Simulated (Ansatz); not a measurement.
Consider Gd.

Input file:

```
crystal:
  lattice:
    - [-2.025, 2.025, 2.025]
    - [2.025, -2.025, 2.025]
    - [2.025, 2.025, -2.025]
  atoms:
    - { symbol: Gd, position: [0.0, 0.0, 0.0] }
magnetization:
  spin_polarized: true
  initial_magnetization: 0.0
  spin_locking: { lock_magnetization: hard }
kpoints:
  mp_grid: { grid: [11, 11, 11] }
scf:
  occupations: { method: fermi_dirac, width: 0.03 }
hamiltonian:
  xc: pbe
  pseudopotentials: { kind: paw }
output:
  forces: true
  stress: true
  eigenvalues: true
  write_density: true
  write_potential: true
  elf: true
  volumetric_format: npy
```

Command:

```sh
ansatz run input.yaml --threads 1 --pin off --max-ram 3072MiB --backend cpu --events-out ev --progress --plain --runs-dir out
```

Below, planes, directions and counts refer to the conventional cell (a = 4.05 Å, b = 4.05 Å, c = 4.05 Å, α = 90.00°, β = 90.00°, γ = 90.00°).

Space group Im-3m; computed pressure about 2 GPa in this cell; the program warned that no starting moments were given; spin-polarised.

Theory: Ansatz, DFT, PBE, PAW with Ansatz's default frozen-core files, scalar-relativistic.

Question: What will maps of the valence pseudo-density show?

Answer: Gd–Gd (3.51 Å): ρ is about 0.09 e/Å³ halfway.

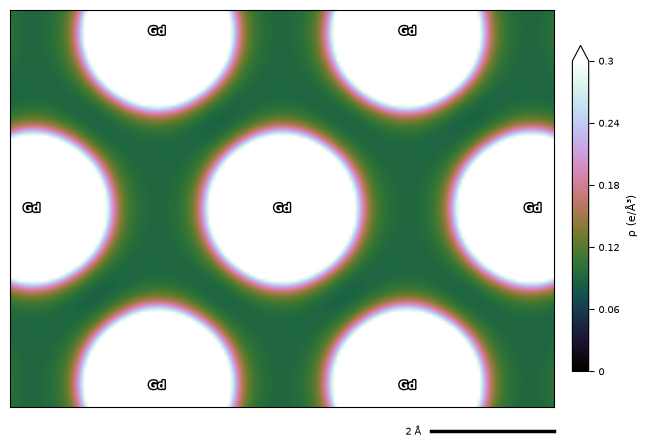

Computed valence pseudo-density on the (110) plane of the conventional cell. 
